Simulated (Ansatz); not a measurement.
```
CELL_PARAMETERS angstrom
3.09197 0.00000 0.00000
-1.54598 2.67772 0.00000
0.00000 0.00000 4.83716
ATOMIC_POSITIONS crystal
Ta 0.33333 0.66667 0.25471
Ta 0.66667 0.33333 0.74529
N 0.00000 0.00000 0.00000
```

Space group P-3m1; a structure from a database of computed crystals, not necessarily the ambient phase.

Theory: Kohn-Sham DFT of a periodic cell, r2SCAN, Ansatz PAW (Ansatz 0.2.0).

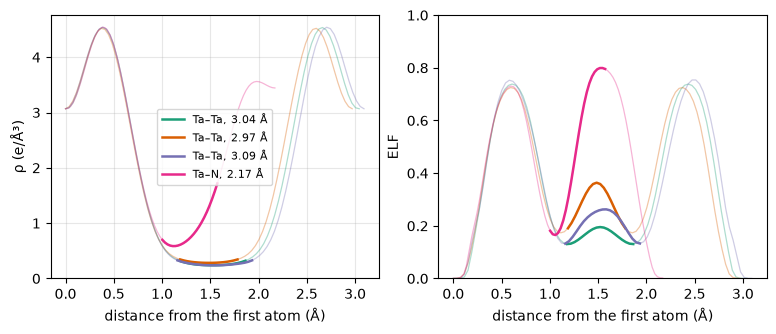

Ta$_{2}$N. Valence pseudo-density and electron localisation function along straight lines between neighbouring atoms. Thin, pale parts lie inside the atomic spheres.

In a PAW calculation such maps are meaningful between the atoms, not at the nuclei.

> What can be read from the curves?

Ta–Ta (3.04 Å): ρ is about 0.24 e/Å³ halfway; the ELF is about 0.20 at the midpoint: no shared electron pair shows on this line.
Ta–Ta (2.97 Å): ρ is about 0.28 e/Å³ halfway; the ELF is about 0.35 at the midpoint.
Ta–Ta (3.09 Å): ρ at the midpoint is about 0.24 e/Å³; the ELF is about 0.25 at the midpoint: no shared electron pair shows on this line.
Ta–N (2.17 Å): the density is about 0.59 e/Å³ at the midpoint; the ELF peaks at about 0.80 in the valence shell of N, 0.6 Å from its nucleus, and drops to about 0.15 between the two atoms; no localised pair shows between them.
